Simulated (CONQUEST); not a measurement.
# NbAs: 7 runs along one coordinate

System: NbAs (8 atoms in the cell).
Method: Kohn-Sham DFT of a periodic cell, PBE, PseudoDojo NC PBE, no spin polarisation (CONQUEST 1.3).

The 7 runs differ only in the geometry, by an even scaling of the cell at fixed fractional positions. The structure derives from an entry of the Crystallography Open Database.

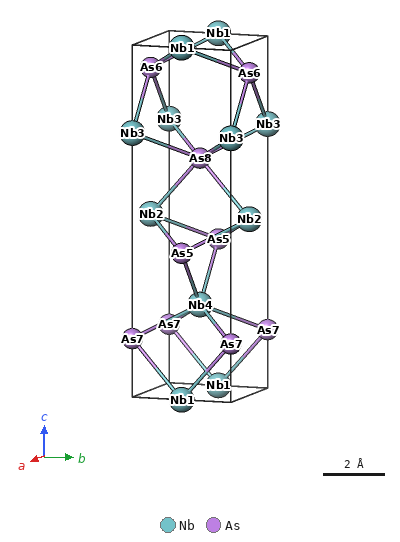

Figure 1. The structure of run 4 (ball-and-stick view of the cell of the calculation, seen slightly off an axis; atoms are numbered from 1 in the order of the input).

### Input of run 4
```
IO.Title NbAs
IO.Coordinates coords.dat
IO.FractionalAtomicCoords T
IO.Iprint 2
IO.Iprint_init 1
General.NumberOfSpecies 2
General.PseudopotentialType hamann
AtomMove.TypeOfRun static
AtomMove.FullStress T
Grid.PointsAlongX 36
Grid.PointsAlongY 36
Grid.PointsAlongZ 120
DM.SolutionMethod diagon
Diag.MPMesh T
Diag.GammaCentred T
Diag.MPMeshX 5
Diag.MPMeshY 5
Diag.MPMeshZ 2
Diag.kT 0.00183747
minE.SCTolerance 1e-6
SC.MaxIters 100
IO.AtomChargeOutput T
%block ChemicalSpeciesLabel
1 92.910 Nb
2 74.920 As
%endblock
```

Command:
```bash
Conquest
```

Lattice vectors (Å) and fractional positions of run 4:
```
   3.451700    0.000000    0.000000
   0.000000    3.451700    0.000000
   0.000000    0.000000   11.680000
Nb  0.000000  0.500000  0.000000
Nb  0.500000  0.000000  0.500000
Nb  0.000000  0.000000  0.750000
Nb  0.500000  0.500000  0.250000
As  0.000000  0.500000  0.416000
As  0.500000  0.000000  0.916000
As  0.000000  0.000000  0.166000
As  0.500000  0.500000  0.666000
```

Run 5 has the same physical settings and fractional positions; its lattice vectors (Å) are:
```
   3.474560    0.000000    0.000000
   0.000000    3.474560    0.000000
   0.000000    0.000000   11.757353
```

### Results, with one run withheld

| run | volume per atom (Å³) | free energy per atom, from the lowest run given (meV) | pressure (GPa) |
| --- | --- | --- | --- |
| 1 | 16.351 | 93.82 | 20.01 |
| 2 | 16.699 | 56.03 | 14.57 |
| 3 | 17.047 | 29.30 | 10.15 |
| 4 | 17.395 | 11.50 | 6.28 |
| 5 | 17.743 | ? | ? |
| 6 | 18.091 | 0.00 | −0.77 |
| 7 | 18.438 | 4.83 | −3.64 |

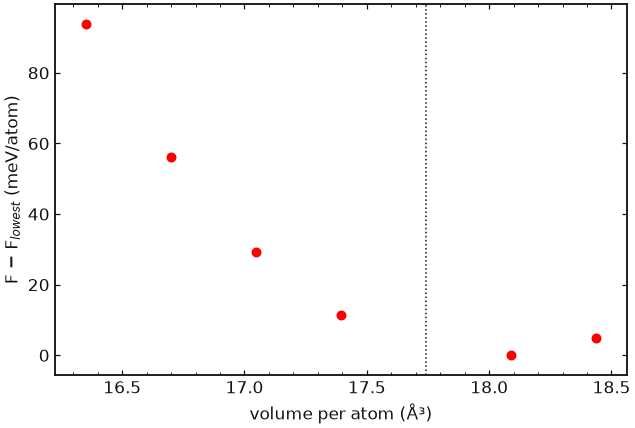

Figure 2. Free energy per atom of the runs given; the dotted line marks run 5.

Estimate the energy of run 5 from the others.

A cubic polynomial in V^(−2/3) (the Birch–Murnaghan form), fitted to the 6 runs given, misses them by at most 0.19 meV per atom. With x = V^(−2/3) − 0.14943 Å⁻², it reads F = 14.89 + 7694.7 x + 1.0019e+06 x² + 2.918e+06 x³ (meV per atom). At run 5 it gives 2.06 meV per atom, and the run itself gives 1.87. The slope of the fit gives a pressure −dF/dV of 2.54 GPa there, and the run prints 2.68 GPa. The two needn't agree exactly: the fit is approximate, and the printed stress is taken on a finite basis. The fit has its minimum at 18.014 Å³ per atom, where V d²F/dV² gives 162 GPa. Cell shape and fractional positions are held, so this is the stiffness under even scaling; the relaxed bulk modulus wasn't computed.

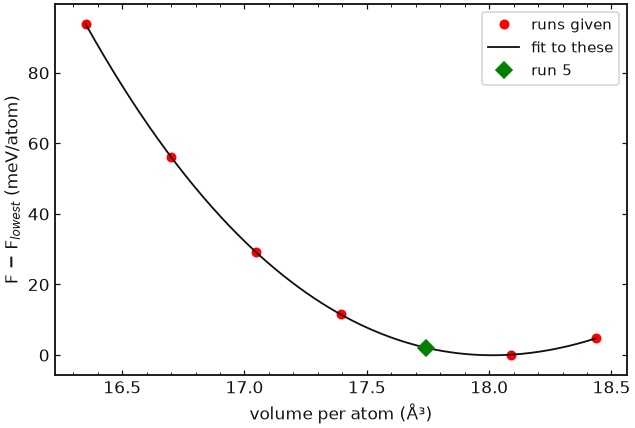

Figure 3. The fit and the withheld run.

### Some lines of the output (run 5)
```
[...]
          DFT Total Energy                 :      -673.374036382428699 Ha
          Free Energy (E-TS)               :      -673.506282456329245 Ha
          DFT Total Energy                 :      -673.497371841854147 Ha
          Free Energy (E-TS)               :      -673.503593991723164 Ha
          DFT Total Energy                 :      -673.501824448929597 Ha
          Free Energy (E-TS)               :      -673.503443499782861 Ha
          DFT Total Energy                 :      -673.502140991313354 Ha
          Free Energy (E-TS)               :      -673.503427378431297 Ha
          DFT Total Energy                 :      -673.502174873325202 Ha
          Free Energy (E-TS)               :      -673.503427295109645 Ha
          DFT Total Energy                 :      -673.502175126334350 Ha
      | Free Energy as E-TS      =      -673.503427295109645 Ha
      |* DFT total energy        =      -673.502175126334350 Ha
    force: Average pressure:      2.67560550 GPa
```

Notes: With a small basis of atomic orbitals these values can differ much from converged plane-wave results.
